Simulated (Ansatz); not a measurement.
Structure of Ga:

```cif
data_structure
_symmetry_space_group_name_H-M 'Im-3m'
_symmetry_Int_Tables_number 229
_cell_length_a 3.2636
_cell_length_b 3.2636
_cell_length_c 3.2636
_cell_angle_alpha 90.000
_cell_angle_beta 90.000
_cell_angle_gamma 90.000
_cell_volume 34.76
loop_
_atom_site_label
_atom_site_type_symbol
_atom_site_symmetry_multiplicity
_atom_site_Wyckoff_symbol
_atom_site_fract_x
_atom_site_fract_y
_atom_site_fract_z
_atom_site_occupancy
Ga1 Ga 2 a 0.00000 0.00000 0.00000 1
```

Structure used: the input geometry of an electronic-structure calculation (not necessarily at equilibrium); the starting structure was generated, so it need not be a known form of this composition.

Q: Which powder rings are expected with λ = 0.3100 Å and a flat detector at 270 mm? List the innermost 5, leaving out those under 3 % of the strongest.

A:
```
ring   radius  2θ (°)  d (Å)  hkl
   1  36.5 mm    7.70   2.31  110
   2  52.0 mm   10.90  1.632  200
   3  64.1 mm   13.36  1.332  211
   4  74.6 mm   15.44  1.154  220
   5  84.0 mm   17.28  1.032  310
```

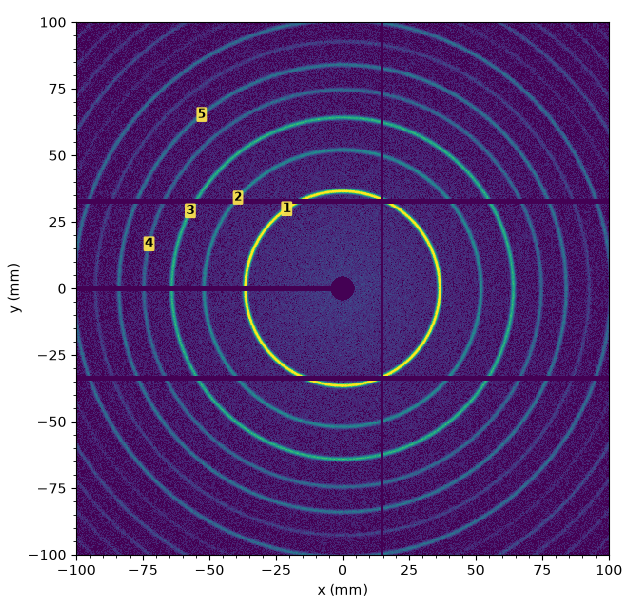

Simulated X-ray powder rings on a flat area detector normal to the beam: λ = 0.3100 Å, sample-to-detector distance 270 mm, axes in mm from the beam centre, beam polarised horizontally, for a fine-grained powder without texture. Kinematic intensities with B = 0.8 Å² for all atoms, without absorption; brightness goes as intensity to the power 0.5, clipped at the top, with counting noise. Reflections closer than the ring width show as one ring. The numbers mark the rings of the table.
